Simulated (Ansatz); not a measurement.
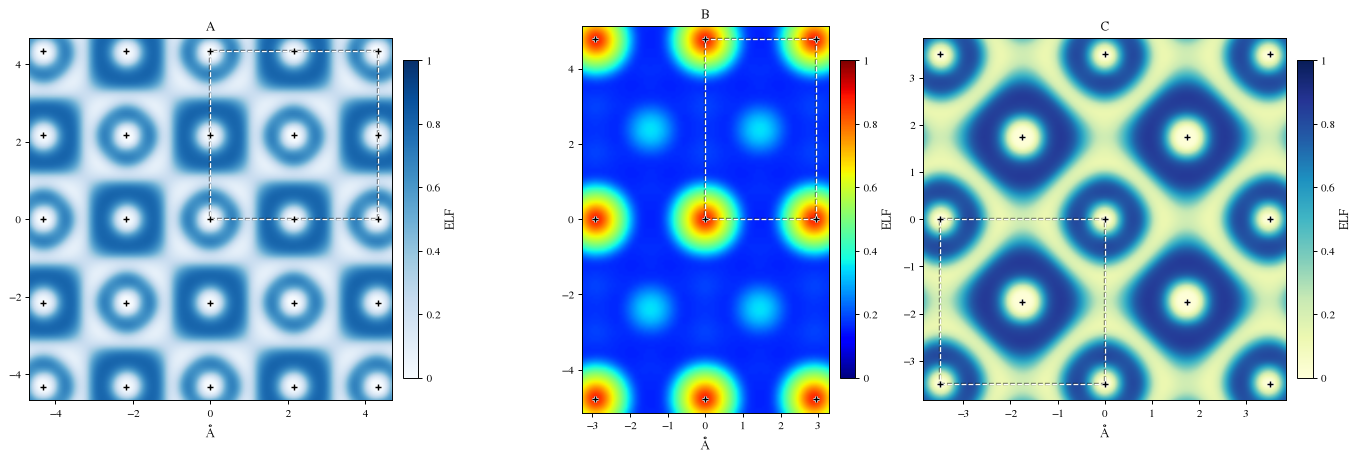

The ELF of 3 systems, each on a plane through atoms (crosses mark nuclei in the plane).

All numbers below come from DFT PBEsol, scalar-relativistic, plane waves, PAW (Ansatz).

System 1: Ag, the (010) plane of the conventional cell. Space group Cmcm; changed on purpose from its base cell (strain +0.0525 x Voigt [0, 1, 0, 0, 0, 0], atoms carried along); computed pressure about −10 GPa in this cell.

System 2: TiC, the (010) plane of the conventional cell. Space group Fm-3m; computed pressure about −6 GPa in this cell; computed without spin polarisation.

System 3: ZrS, the (001) plane of the conventional cell. Space group I4/mmm; computed pressure about 4 GPa in this cell.

```
Zr S
1.0
     2.47022   -2.47022    0.00000
     2.47022    2.47022    0.00000
     0.00000    0.00000    5.92853
Zr S
2 2
Direct
  0.00000 0.00000 0.00000
  0.50000 0.50000 0.50000
  0.50000 0.50000 0.00000
  0.00000 0.00000 0.50000
```

Question: Which map belongs to which system?

Answer: Panel A is system 2, TiC: the plane holds Ti and C. Ti–C (2.16 Å): the ELF peaks at about 0.80 in the valence shell of C, 0.7 Å from its nucleus, and is about 0.30 at the midpoint. Panel B is system 1, Ag: the plane holds Ag. Ag–Ag (2.93 Å): the ELF is about 0.15 at the midpoint (no shared electron pair shows on this line). Panel C is system 3, ZrS: the plane holds Zr and S. Zr–S (2.47 Å): the ELF peaks at about 0.85 in the valence shell of S, 0.8 Å from its nucleus, and is about 0.25 at the midpoint; no localised pair shows between them.
